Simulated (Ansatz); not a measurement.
Structure of Zr:

Space group Im-3m (No. 229). a = 3.581 Å, b = 3.581 Å, c = 3.581 Å, α = 90.00°, β = 90.00°, γ = 90.00°
```
atom  site  symmetry       x       y       z
  Zr    2a      m-3m  0.0000  0.0000  0.0000
```

It is based on the input geometry of an electronic-structure calculation (not necessarily at equilibrium); the starting structure was generated, so it need not be a known form of this composition.

Question: Predict the first 4 clear peaks of the X-ray G(r) with σ = 0.07 Å, and name the atom pairs.

Answer: 1. 3.10 Å: Zr–Zr at 3.10 Å
2. 3.58 Å: Zr–Zr at 3.58 Å
3. 5.06 Å: Zr–Zr at 5.06 Å
4. 5.94 Å: Zr–Zr at 5.94 Å

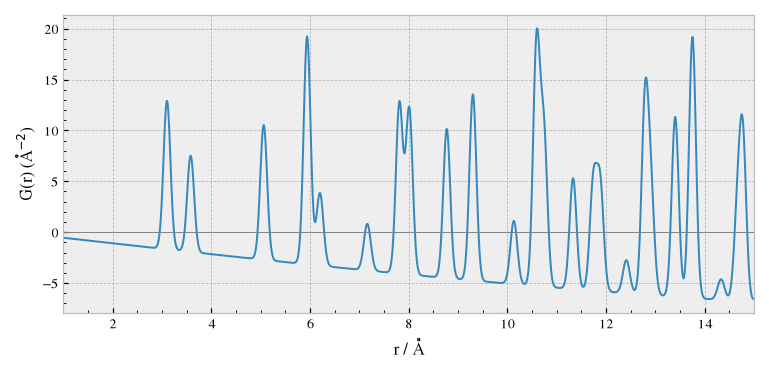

The curve is a calculated X-ray PDF: distances of the static structure, each pair weighted by the product of the atomic numbers (X-ray weights at Q = 0), broadened by Gaussians with σ = 0.07 Å, damped by exp(−(Q_damp r)²/2) with Q_damp = 0.040 Å⁻¹. There is no Q-range truncation.
